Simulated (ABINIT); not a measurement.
Band-structure run, with input and output: Te (part 4 of 4)

Te (3 atoms in the cell); Kohn-Sham DFT of a periodic cell, BLYP, JTH PAW PBE v2.0, no spin polarisation (ABINIT 10.8.3); cutoff 408.17 eV, 7×7×5 k-mesh, fermi-dirac of 0.05 eV. The structure derives from an entry of the Crystallography Open Database.

Geometry of the input (Å; fractional positions):
```
4.4540  0.0000  0.0000
-2.2270  3.8573  0.0000
0.0000  0.0000  5.9240
Te 0.7310  0.7310  0.0000
Te -0.0000  0.2690  0.6667
Te 0.2690  0.0000  0.3333
```

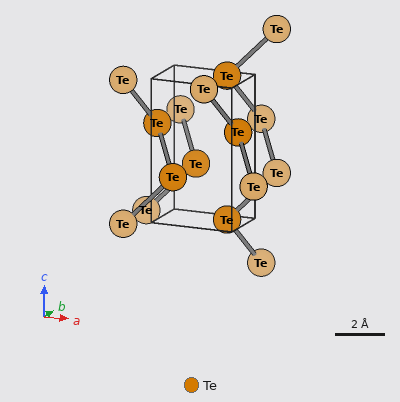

**Figure 1.** The input geometry (ball-and-stick view of the cell of the calculation, seen slightly off an axis; neighbours outside the cell are drawn fainter).

**Log, continued**
```
 cartesian coordinates (angstrom) at end:
    1      1.62793700000000     2.81966959555350     0.00000000000000
    2     -0.59906300000000     1.03760755294650     3.94933333333333
    3      1.19812600000000     0.00000000000000     1.97466666666667
 length scales=  1.889726125908  1.889726125908  1.889726125908 bohr
              =  1.000000000000  1.000000000000  1.000000000000 angstroms
 Eigenvalues (hartree) for nkpt=  55  k points:
 kpt#   1, nband= 17, wtk=  1.00000, kpt=  0.0000  0.0000  0.0000 (reduced coord)
  -0.74579   -0.62637   -0.62637   -0.35582   -0.34535   -0.34535   -0.30520   -0.30520
  -0.27543   -0.20702   -0.20702   -0.18413   -0.04708   -0.04708   -0.01064    0.00214
   0.00216
 kpt#   2, nband= 17, wtk=  1.00000, kpt=  0.0556  0.0000  0.0000 (reduced coord)
  -0.74503   -0.62660   -0.62619   -0.36303   -0.35077   -0.34690   -0.30221   -0.29729
  -0.27325   -0.21037   -0.20770   -0.18580   -0.04855   -0.04758   -0.00830    0.00176
   0.00378
 kpt#   3, nband= 17, wtk=  1.00000, kpt=  0.1111  0.0000  0.0000 (reduced coord)
  -0.74277   -0.62737   -0.62565   -0.37820   -0.36052   -0.35151   -0.29576   -0.28528
  -0.26866   -0.21674   -0.20934   -0.18889   -0.05658   -0.04781   -0.00571    0.00479
   0.01229
 kpt#   4, nband= 17, wtk=  1.00000, kpt=  0.1667  0.0000  0.0000 (reduced coord)
  -0.73909   -0.62895   -0.62479   -0.39358   -0.37102   -0.35780   -0.28958   -0.27807
  -0.27179   -0.21457   -0.21075   -0.19067   -0.07049   -0.04533   -0.00275    0.01409
   0.02754
 kpt#   5, nband= 17, wtk=  1.00000, kpt=  0.2222  0.0000  0.0000 (reduced coord)
  -0.73414   -0.63167   -0.62368   -0.40619   -0.38109   -0.36439   -0.29149   -0.28066
  -0.27486   -0.21285   -0.20553   -0.18456   -0.08556   -0.03830    0.00426    0.02919
   0.04510
 kpt#   6, nband= 17, wtk=  1.00000, kpt=  0.2778  0.0000  0.0000 (reduced coord)
  -0.72816   -0.63573   -0.62242   -0.41490   -0.38999   -0.37036   -0.30993   -0.27949
  -0.27394   -0.21330   -0.20509   -0.16608   -0.09924   -0.02597    0.01670    0.04730
   0.06430
 kpt#   7, nband= 17, wtk=  1.00000, kpt=  0.3333  0.0000  0.0000 (reduced coord)
  -0.72157   -0.64096   -0.62117   -0.41952   -0.39715   -0.37505   -0.32989   -0.27907
  -0.27385   -0.21336   -0.20696   -0.14531   -0.11043   -0.00866    0.03454    0.06652
   0.08262
 kpt#   8, nband= 17, wtk=  1.00000, kpt=  0.3889  0.0000  0.0000 (reduced coord)
  -0.71511   -0.64665   -0.62010   -0.42076   -0.40204   -0.37783   -0.34806   -0.27992
  -0.27382   -0.21322   -0.20888   -0.12731   -0.11866    0.01218    0.05704    0.08536
   0.09564
 kpt#   9, nband= 17, wtk=  1.00000, kpt=  0.4444  0.0000  0.0000 (reduced coord)
  -0.71003   -0.65140   -0.61938   -0.42031   -0.40434   -0.37777   -0.36283   -0.28090
  -0.27383   -0.21297   -0.21033   -0.12372   -0.11492    0.03299    0.08159    0.09931
   0.10291
 kpt#  10, nband= 17, wtk=  1.00000, kpt=  0.5000  0.0000  0.0000 (reduced coord)
  -0.70802   -0.65333   -0.61913   -0.41995   -0.40478   -0.37452   -0.37154   -0.28130
  -0.27385   -0.21278   -0.21094   -0.12539   -0.11050    0.04368    0.09008    0.10828
   0.11349
 kpt#  11, nband= 17, wtk=  1.00000, kpt=  0.4667  0.0667  0.0000 (reduced coord)
  -0.70754   -0.65272   -0.62035   -0.41910   -0.40517   -0.37362   -0.37071   -0.28869
  -0.28368   -0.20524   -0.20029   -0.12018   -0.11166    0.03478    0.07554    0.10776
   0.11003
 kpt#  12, nband= 17, wtk=  1.00000, kpt=  0.4333  0.1333  0.0000 (reduced coord)
  -0.70619   -0.65091   -0.62382   -0.41668   -0.40601   -0.37095   -0.36826   -0.30493
  -0.30277   -0.18823   -0.17913   -0.11506   -0.10591    0.01611    0.05084    0.10083
   0.10536
 kpt#  13, nband= 17, wtk=  1.00000, kpt=  0.4000  0.2000  0.0000 (reduced coord)
  -0.70428   -0.64805   -0.62898   -0.41310   -0.40670   -0.36663   -0.36439   -0.32317
  -0.32175   -0.16846   -0.15795   -0.12048   -0.08572   -0.00337    0.02638    0.09129
   0.10119
 kpt#  14, nband= 17, wtk=  1.00000, kpt=  0.3667  0.2667  0.0000 (reduced coord)
  -0.70241   -0.64433   -0.63486   -0.40934   -0.40694   -0.36083   -0.35967   -0.33999
  -0.33641   -0.15079   -0.14244   -0.12714   -0.06354   -0.01837    0.00402    0.08718
   0.09732
 kpt#  15, nband= 17, wtk=  1.00000, kpt=  0.3333  0.3333  0.0000 (reduced coord)
  -0.70152   -0.64009   -0.64009   -0.40722   -0.40722   -0.35586   -0.35586   -0.35093
  -0.34224   -0.14013   -0.14013   -0.13031   -0.05155   -0.01580   -0.01580    0.09190
   0.09192
 kpt#  16, nband= 17, wtk=  1.00000, kpt=  0.3000  0.3000  0.0000 (reduced coord)
  -0.70275   -0.64319   -0.63570   -0.40863   -0.40814   -0.36218   -0.35229   -0.34367
  -0.33805   -0.14854   -0.13894   -0.13237   -0.05739   -0.03286    0.01196    0.07950
   0.10465
 kpt#  17, nband= 17, wtk=  1.00000, kpt=  0.2667  0.2667  0.0000 (reduced coord)
  -0.70666   -0.64338   -0.63164   -0.41153   -0.41064   -0.36422   -0.34447   -0.33317
  -0.32977   -0.15837   -0.14557   -0.13999   -0.06578   -0.04691    0.04403    0.06851
   0.11898
 kpt#  18, nband= 17, wtk=  1.00000, kpt=  0.2333  0.2333  0.0000 (reduced coord)
  -0.71270   -0.64116   -0.62833   -0.41428   -0.41175   -0.36218   -0.33326   -0.32096
  -0.31977   -0.16816   -0.15728   -0.15140   -0.07251   -0.05756    0.04463    0.08509
   0.12032
 kpt#  19, nband= 17, wtk=  1.00000, kpt=  0.2000  0.2000  0.0000 (reduced coord)
  -0.71976   -0.63771   -0.62607   -0.41474   -0.40959   -0.35838   -0.32157   -0.30788
  -0.30718   -0.17763   -0.17242   -0.16431   -0.07594   -0.06439    0.03249    0.08282
   0.10614
 kpt#  20, nband= 17, wtk=  1.00000, kpt=  0.1667  0.1667  0.0000 (reduced coord)
  -0.72683   -0.63411   -0.62491   -0.41154   -0.40349   -0.35446   -0.31205   -0.29371
  -0.29243   -0.18988   -0.18764   -0.17597   -0.07512   -0.06704    0.02111    0.05665
   0.07891
 kpt#  21, nband= 17, wtk=  1.00000, kpt=  0.1333  0.1333  0.0000 (reduced coord)
  -0.73325   -0.63105   -0.62470   -0.40418   -0.39357   -0.35120   -0.30535   -0.27939
  -0.27866   -0.20761   -0.19887   -0.18366   -0.07004   -0.06538    0.01146    0.03197
   0.05005
 kpt#  22, nband= 17, wtk=  1.00000, kpt=  0.1000  0.1000  0.0000 (reduced coord)
  -0.73857   -0.62881   -0.62508   -0.39280   -0.38057   -0.34884   -0.30135   -0.27190
  -0.26946   -0.21962   -0.20759   -0.18762   -0.06183   -0.06000    0.00380    0.01365
   0.02571
 kpt#  23, nband= 17, wtk=  1.00000, kpt=  0.0667  0.0667  0.0000 (reduced coord)
  -0.74253   -0.62737   -0.62568   -0.37835   -0.36582   -0.34728   -0.30029   -0.28027
  -0.26855   -0.21812   -0.20952   -0.18824   -0.05329   -0.05294   -0.00233    0.00390
   0.00885
 kpt#  24, nband= 17, wtk=  1.00000, kpt=  0.0333  0.0333  0.0000 (reduced coord)
  -0.74497   -0.62661   -0.62618   -0.36341   -0.35199   -0.34620   -0.30262   -0.29624
  -0.27311   -0.21060   -0.20780   -0.18588   -0.04822   -0.04812   -0.00795    0.00201
   0.00299
 kpt#  25, nband= 17, wtk=  1.00000, kpt=  0.0000  0.0000  0.0000 (reduced coord)
  -0.74579   -0.62637   -0.62637   -0.35582   -0.34535   -0.34535   -0.30520   -0.30520
  -0.27543   -0.20702   -0.20702   -0.18413   -0.04708   -0.04708   -0.01064    0.00214
   0.00216
 kpt#  26, nband= 17, wtk=  1.00000, kpt=  0.0000  0.0000  0.0833 (reduced coord)
  -0.74488   -0.64339   -0.60913   -0.35528   -0.35287   -0.33990   -0.30440   -0.30408
  -0.27548   -0.20892   -0.20855   -0.18670   -0.05285   -0.03871   -0.00662   -0.00426
  -0.00385
 kpt#  27, nband= 17, wtk=  1.00000, kpt=  0.0000  0.0000  0.1667 (reduced coord)
  -0.74215   -0.65976   -0.59229   -0.36177   -0.35371   -0.33686   -0.30166   -0.30138
  -0.27564   -0.21360   -0.21269   -0.19355   -0.06059   -0.02480   -0.01921   -0.00090
   0.00200
 kpt#  28, nband= 17, wtk=  1.00000, kpt=  0.0000  0.0000  0.2500 (reduced coord)
  -0.73761   -0.67516   -0.57673   -0.37117   -0.35125   -0.33600   -0.29858   -0.29658
  -0.27602   -0.21933   -0.21789   -0.20272   -0.06971   -0.02998   -0.01491   -0.00481
   0.01890
 kpt#  29, nband= 17, wtk=  1.00000, kpt=  0.0000  0.0000  0.3333 (reduced coord)
  -0.73130   -0.68936   -0.56369   -0.37982   -0.34816   -0.33676   -0.29552   -0.29093
  -0.27681   -0.22419   -0.22271   -0.21219   -0.07751   -0.03688   -0.02584    0.01711
   0.04172
 kpt#  30, nband= 17, wtk=  1.00000, kpt=  0.0000  0.0000  0.4167 (reduced coord)
  -0.72325   -0.70219   -0.55479   -0.38612   -0.34477   -0.33870   -0.29322   -0.28549
  -0.27836   -0.22654   -0.22609   -0.22019   -0.08259   -0.03982   -0.03408    0.03908
   0.04511
 kpt#  31, nband= 17, wtk=  1.00000, kpt=  0.0000  0.0000  0.5000 (reduced coord)
  -0.71352   -0.71352   -0.55159   -0.38846   -0.34149   -0.34149   -0.29236   -0.28117
  -0.28117   -0.22731   -0.22527   -0.22527   -0.08433   -0.03884   -0.03884    0.04136
   0.05424
 kpt#  32, nband= 17, wtk=  1.00000, kpt=  0.0556  0.0000  0.5000 (reduced coord)
  -0.71296   -0.71281   -0.55323   -0.38875   -0.34294   -0.34210   -0.29805   -0.28751
  -0.28312   -0.22472   -0.22051   -0.21487   -0.08194   -0.04221   -0.03563    0.04314
   0.05312
 kpt#  33, nband= 17, wtk=  1.00000, kpt=  0.1111  0.0000  0.5000 (reduced coord)
  -0.71131   -0.71070   -0.55798   -0.39004   -0.34805   -0.34468   -0.31007   -0.29645
  -0.28768   -0.21800   -0.20982   -0.19452   -0.07545   -0.04835   -0.02663    0.03151
   0.04783
 kpt#  34, nband= 17, wtk=  1.00000, kpt=  0.1667  0.0000  0.5000 (reduced coord)
  -0.70870   -0.70725   -0.56534   -0.39370   -0.35834   -0.34940   -0.31621   -0.30483
  -0.29250   -0.20928   -0.19654   -0.17609   -0.06884   -0.04929   -0.01433    0.02084
   0.04230
 kpt#  35, nband= 17, wtk=  1.00000, kpt=  0.2222  0.0000  0.5000 (reduced coord)
  -0.70536   -0.70258   -0.57460   -0.40206   -0.36897   -0.35507   -0.31741   -0.31157
  -0.29494   -0.20059   -0.18302   -0.16562   -0.06796   -0.03885   -0.00396    0.01843
   0.04152
 kpt#  36, nband= 17, wtk=  1.00000, kpt=  0.2778  0.0000  0.5000 (reduced coord)
  -0.70161   -0.69691   -0.58494   -0.41503   -0.37511   -0.36089   -0.32141   -0.31449
  -0.29184   -0.19339   -0.17107   -0.16527   -0.06830   -0.02728    0.00590    0.02327
   0.05097
 kpt#  37, nband= 17, wtk=  1.00000, kpt=  0.3333  0.0000  0.5000 (reduced coord)
  -0.69787   -0.69063   -0.59544   -0.42867   -0.37798   -0.36632   -0.32638   -0.31687
  -0.28303   -0.19005   -0.17198   -0.16108   -0.06760   -0.02649    0.02454    0.03779
   0.06473
 kpt#  38, nband= 17, wtk=  1.00000, kpt=  0.3889  0.0000  0.5000 (reduced coord)
  -0.69465   -0.68442   -0.60497   -0.43993   -0.37908   -0.37098   -0.33020   -0.31918
  -0.27102   -0.19669   -0.17454   -0.15463   -0.06634   -0.03163    0.04934    0.05701
   0.08399
 kpt#  39, nband= 17, wtk=  1.00000, kpt=  0.4444  0.0000  0.5000 (reduced coord)
  -0.69246   -0.67951   -0.61200   -0.44721   -0.37893   -0.37462   -0.33255   -0.32074
  -0.25843   -0.20948   -0.17317   -0.15105   -0.06530   -0.03620    0.06865    0.07090
   0.09511
 kpt#  40, nband= 17, wtk=  1.00000, kpt=  0.5000  0.0000  0.5000 (reduced coord)
  -0.69167   -0.67756   -0.61467   -0.44973   -0.37815   -0.37656   -0.33334   -0.32128
  -0.25154   -0.21680   -0.17240   -0.14995   -0.06490   -0.03791    0.07253    0.07542
   0.12193
 kpt#  41, nband= 17, wtk=  1.00000, kpt=  0.4667  0.0667  0.5000 (reduced coord)
  -0.69103   -0.67758   -0.61490   -0.44885   -0.38481   -0.38405   -0.32327   -0.31539
  -0.25105   -0.21674   -0.17499   -0.15348   -0.06288   -0.03664    0.07641    0.07662
   0.10297
 kpt#  42, nband= 17, wtk=  1.00000, kpt=  0.4333  0.1333  0.5000 (reduced coord)
  -0.68918   -0.67769   -0.61558   -0.44624   -0.39922   -0.39657   -0.30344   -0.30309
  -0.24959   -0.21695   -0.18205   -0.16330   -0.05554   -0.03142    0.06872    0.07135
   0.08622
 kpt#  43, nband= 17, wtk=  1.00000, kpt=  0.4000  0.2000  0.5000 (reduced coord)
  -0.68640   -0.67805   -0.61668   -0.44198   -0.41208   -0.40972   -0.29094   -0.28174
  -0.24728   -0.21922   -0.19074   -0.17671   -0.04176   -0.02017    0.04875    0.05695
   0.06444
 kpt#  44, nband= 17, wtk=  1.00000, kpt=  0.3667  0.2667  0.5000 (reduced coord)
  -0.68321   -0.67892   -0.61795   -0.43636   -0.42117   -0.42065   -0.28250   -0.26080
  -0.24485   -0.22690   -0.19597   -0.18944   -0.02363   -0.00290    0.02720    0.04245
   0.05198
 kpt#  45, nband= 17, wtk=  1.00000, kpt=  0.3333  0.3333  0.5000 (reduced coord)
  -0.68053   -0.68053   -0.61862   -0.43190   -0.42564   -0.42564   -0.27957   -0.24495
  -0.24495   -0.23718   -0.19603   -0.19603   -0.01193    0.01236    0.01236    0.03611
   0.05282
 kpt#  46, nband= 17, wtk=  1.00000, kpt=  0.3000  0.3000  0.5000 (reduced coord)
  -0.68305   -0.67952   -0.61750   -0.43383   -0.42530   -0.41900   -0.28236   -0.25663
  -0.24953   -0.22580   -0.19338   -0.19243   -0.02222    0.00908    0.01322    0.02638
   0.06722
 kpt#  47, nband= 17, wtk=  1.00000, kpt=  0.2667  0.2667  0.5000 (reduced coord)
  -0.68649   -0.68106   -0.61347   -0.43325   -0.42039   -0.40969   -0.28978   -0.27152
  -0.25579   -0.21700   -0.18522   -0.18473   -0.03701   -0.00113    0.01493    0.01671
   0.09926
 kpt#  48, nband= 17, wtk=  1.00000, kpt=  0.2333  0.2333  0.5000 (reduced coord)
  -0.69069   -0.68502   -0.60643   -0.42878   -0.41145   -0.39962   -0.29940   -0.28520
  -0.26169   -0.21393   -0.17600   -0.17435   -0.04912   -0.01432    0.01161    0.02129
   0.09804
 kpt#  49, nband= 17, wtk=  1.00000, kpt=  0.2000  0.2000  0.5000 (reduced coord)
  -0.69534   -0.69047   -0.59714   -0.42097   -0.39913   -0.38929   -0.30869   -0.29687
  -0.26709   -0.21430   -0.16856   -0.16549   -0.05712   -0.02700    0.01290    0.02514
   0.07022
 kpt#  50, nband= 17, wtk=  1.00000, kpt=  0.1667  0.1667  0.5000 (reduced coord)
  -0.70006   -0.69641   -0.58665   -0.41106   -0.38431   -0.37896   -0.31580   -0.30592
  -0.27198   -0.21639   -0.16620   -0.16147   -0.06040   -0.03880    0.01423    0.02303
   0.04678
 kpt#  51, nband= 17, wtk=  1.00000, kpt=  0.1333  0.1333  0.5000 (reduced coord)
  -0.70447   -0.70204   -0.57603   -0.40121   -0.36843   -0.36834   -0.31927   -0.31141
  -0.27618   -0.21919   -0.17095   -0.16536   -0.05951   -0.05108    0.00649    0.01802
   0.03745
 kpt#  52, nband= 17, wtk=  1.00000, kpt=  0.1000  0.1000  0.5000 (reduced coord)
  -0.70824   -0.70685   -0.56631   -0.39396   -0.35757   -0.35396   -0.31771   -0.31134
  -0.27945   -0.22203   -0.18285   -0.17798   -0.06366   -0.05573   -0.00976    0.02021
   0.04014
 kpt#  53, nband= 17, wtk=  1.00000, kpt=  0.0667  0.0667  0.5000 (reduced coord)
  -0.71112   -0.71050   -0.55847   -0.39019   -0.34834   -0.34525   -0.30994   -0.30292
  -0.28159   -0.22442   -0.19970   -0.19668   -0.07447   -0.04962   -0.02515    0.03084
   0.04669
 kpt#  54, nband= 17, wtk=  1.00000, kpt=  0.0333  0.0333  0.5000 (reduced coord)
  -0.71291   -0.71276   -0.55336   -0.38878   -0.34307   -0.34215   -0.29825   -0.28911
  -0.28215   -0.22606   -0.21707   -0.21583   -0.08175   -0.04248   -0.03534    0.04310
   0.05293
 kpt#  55, nband= 17, wtk=  1.00000, kpt=  0.0000  0.0000  0.5000 (reduced coord)
  -0.71352   -0.71352   -0.55159   -0.38846   -0.34149   -0.34149   -0.29236   -0.28117
  -0.28117   -0.22731   -0.22527   -0.22527   -0.08433   -0.03884   -0.03884    0.04136
   0.05424

== END DATASET(S) ==============================================================
================================================================================

 -outvars: echo values of variables after computation  --------
            acell      1.8897261259E+00  1.8897261259E+00  1.8897261259E+00 Bohr
           etotal1    -2.4896656223E+01
            fcart1    -3.0684536967E-03 -5.3147177033E-03 -6.0131941601E-30
                      -3.0684536967E-03  5.3147177033E-03  6.0131941601E-30
                       6.1369073934E-03 -4.8472928973E-19  7.0064923216E-46
            rprim      4.4540000000E+00  0.0000000000E+00  0.0000000000E+00
                      -2.2270000000E+00  3.8572771485E+00  0.0000000000E+00
                       0.0000000000E+00  0.0000000000E+00  5.9240000000E+00
           strten1    -1.7119662306E-04 -1.7119662334E-04 -1.9109483927E-04
                       0.0000000000E+00  0.0000000000E+00  0.0000000000E+00
           xangst      1.6279370000E+00  2.8196695956E+00  0.0000000000E+00
                      -5.9906300000E-01  1.0376075529E+00  3.9493333333E+00
                       1.1981260000E+00  0.0000000000E+00  1.9746666667E+00
             xred      7.3100000000E-01  7.3100000000E-01  0.0000000000E+00
                       8.5883332893E-18  2.6900000000E-01  6.6666666667E-01
                       2.6900000000E-01  0.0000000000E+00  3.3333333333E-01
 Calculation completed.
```

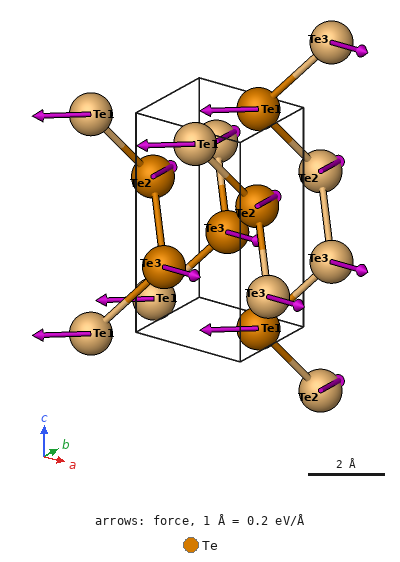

**Figure 2.** Forces on the atoms as pink arrows (ball-and-stick view of the cell of the calculation, seen slightly off an axis; neighbours outside the cell are drawn fainter; atoms are numbered from 1 in the order of the input). The largest act on all 3 Te atoms (0.32 eV/Å). The geometry is not a stationary point of this energy.

**Summary**

| quantity | value |
| --- | --- |
| outcome | converged |
| space group (tolerance 0.01 Å) | P3₁21 (152) |
| electrons treated | 18 |
| free energy | −677.4725 eV |
| Fermi energy | −6.465 eV |
| gap on the k-point mesh | 0.66 eV |
| gap on the band path | 0.21 eV |
| pressure | 5.23 GPa |
| largest force (length of the vector) | 0.316 eV/Å |
| wall time | 40 s |
| peak memory | 0.13 GiB |

The cell is under a pressure of 5.2 GPa at this level, so it is not at its equilibrium volume.
